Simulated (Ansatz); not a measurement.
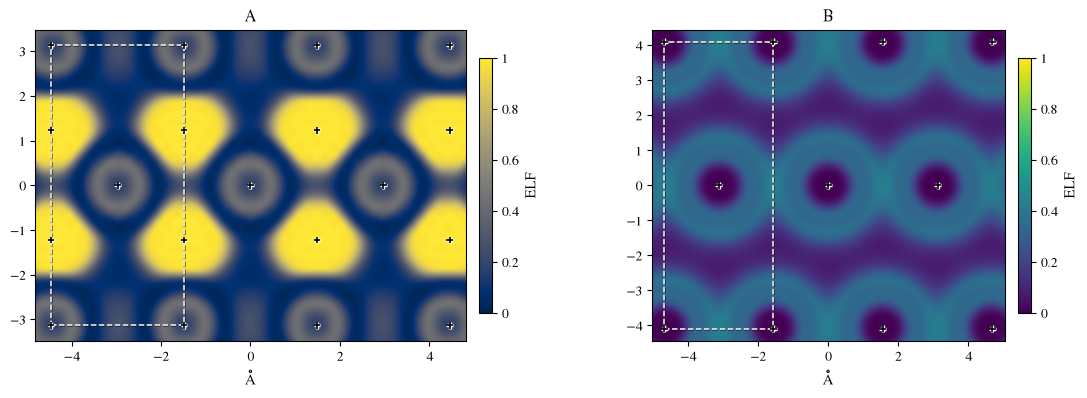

The electron localisation function of 2 systems, each on a plane through atoms (crosses mark nuclei in the plane).

Method: DFT LDA, scalar-relativistic, plane waves, PAW (Ansatz 0.2.0).

System 1: Sn, the (110) plane of the conventional cell. Space group I4₁/amd.

```
Sn
1.0
     5.78865    0.00000    0.00000
     0.00000    5.78865    0.00000
     0.00000    0.00000    3.12287
Sn
4
Direct
  0.00000 0.00000 0.00000
  0.50000 0.50000 0.50000
  0.00000 0.50000 0.25000
  0.50000 0.00000 0.75000
```

System 2: MgH₂, the (11̄0) plane of the conventional cell. Space group P4₂/mnm.

```
CELL_PARAMETERS angstrom
4.42839 0.00000 0.00000
0.00000 4.42839 0.00000
0.00000 0.00000 2.97329
ATOMIC_POSITIONS crystal
Mg 0.00000 0.00000 0.00000
Mg 0.50000 0.50000 0.50000
H 0.30433 0.30433 0.00000
H 0.19567 0.80433 0.50000
H 0.69567 0.69567 0.00000
H 0.80433 0.19567 0.50000
```

Question: Which map belongs to which system?

Answer: Panel A is system 2, MgH₂: the plane holds Mg and H. Mg–H (1.91 Å): the ELF climbs to about 1 towards the hydrogen: an ionic contact to a hydride ion. Panel B is system 1, Sn: the plane holds Sn. Sn–Sn (3.12 Å): the ELF is about 0.45 at the midpoint.
